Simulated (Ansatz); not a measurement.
## Electronic structure of Si in real space

The calculation's input:

```
crystal:
  lattice:
    - [5.43094, 0.0, 0.0]
    - [0.0, -5.43094, 0.0]
    - [0.0, 0.0, -5.43094]
  atoms:
    - { symbol: Si, position: [0.5, 0.0, 0.0165717169] }
    - { symbol: Si, position: [0.0, 0.5, 0.0] }
    - { symbol: Si, position: [0.0, 0.0, 0.5] }
    - { symbol: Si, position: [0.5, 0.5, 0.5] }
    - { symbol: Si, position: [0.75, 0.75, 0.75] }
    - { symbol: Si, position: [0.25, 0.25, 0.75] }
    - { symbol: Si, position: [0.25, 0.75, 0.25] }
    - { symbol: Si, position: [0.75, 0.25, 0.25] }
basis:
  ecutwfc: 420
kpoints:
  mp_grid: { grid: [6, 6, 6] }
hamiltonian:
  xc: pbe
scf:
  occupations: { method: gaussian, width: 0.05 }
output:
  forces: true
  stress: true
  eigenvalues: true
  write_density: true
  write_potential: true
  elf: true
  volumetric_format: npy
```

Run with:

```sh
ansatz run input.yaml --threads 2 --pin off --max-ram 5120MiB --backend cpu --events-out ev --progress --plain --runs-dir out
```

Below, planes, directions and counts refer to the conventional cell (a = 7.68 Å, b = 7.68 Å, c = 5.43 Å, α = 90.00°, β = 90.00°, γ = 90.00°).

Space group Cmm2; changed on purpose from its base cell (atom 1 (Si) moved -0.090 A along Cartesian [0 0 1]); not relaxed (largest force 1.2 eV/Å); computed pressure about 2 GPa in this cell.

All numbers below come from DFT PBE, scalar-relativistic, plane waves, PAW in Ansatz 0.2.0.

Core electrons are frozen (PAW), and the valence fields are smoothed inside the atomic spheres.

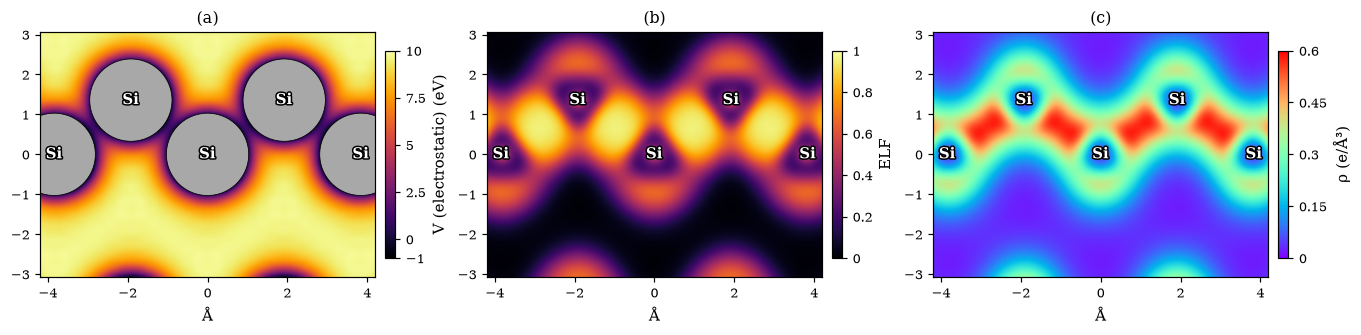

Figure 1. (a) electrostatic potential (local pseudopotential plus Hartree) felt by an electron; (b) electron localisation function; (c) valence charge density (pseudo) on the (100) plane of the conventional cell. Grey discs cover the atomic cores in the potential map.

Q: Describe what can be read from this map.

A: The plane passes through Si nuclei. Si–Si (2.35 Å): the density is about 0.57 e/Å³ at the midpoint; the ELF peaks at about 0.95 between the atoms: a shared electron pair. Between the atoms the lowest density in this plane is 0.02 e/Å³. Outside the cores the potential energy rises away from the atoms and is highest about 2.3 Å from the nearest atoms; its zero is arbitrary.

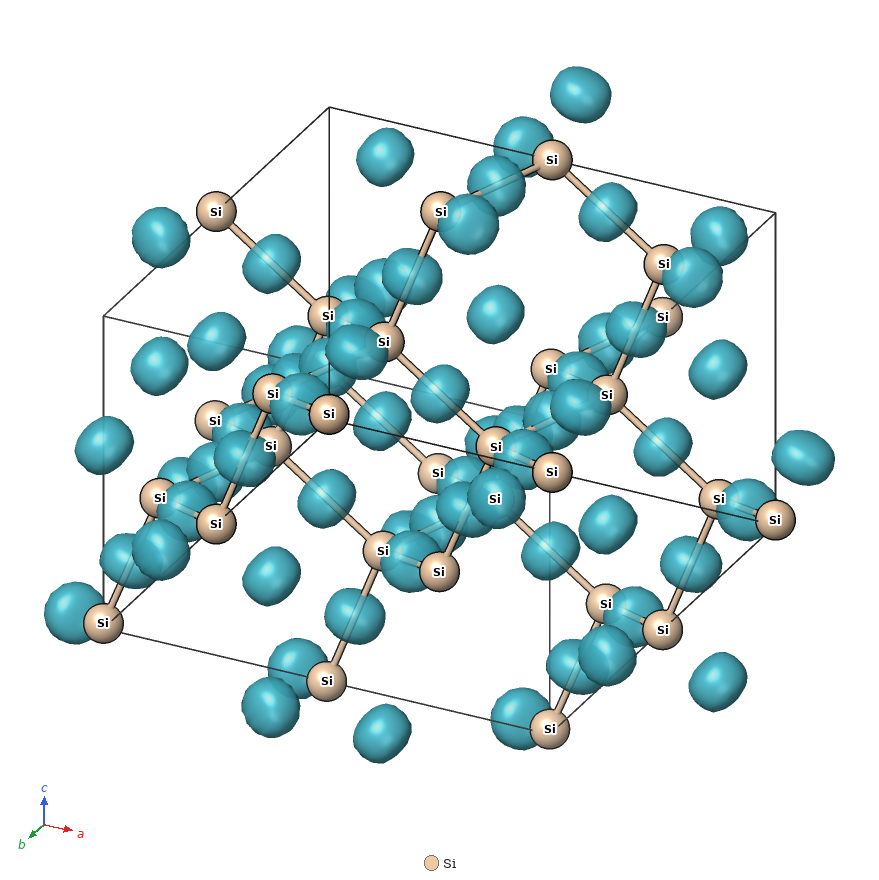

Figure 2. Isosurface of the electron localisation function at 0.9 (cyan), seen at an oblique angle. Only the valence region is drawn (cores and ρ < 0.01 e/Å³ removed). Sticks mark near contacts.

Q: Where are the electrons localised?

A: The surface consists of 32 regions between bonded Si–Si atoms (shared pairs), counted in one cell of 16 atoms. Regions shared between cells count once.


Si–Si (2.30 Å): the ELF peaks at about 0.95 between the atoms; localised, covalent bonding.

Q: Metal or insulator at this level of theory?

A: It is gapped, with a Kohn–Sham gap of 0.45 eV on the k-point mesh, an upper bound to the gap of this method.
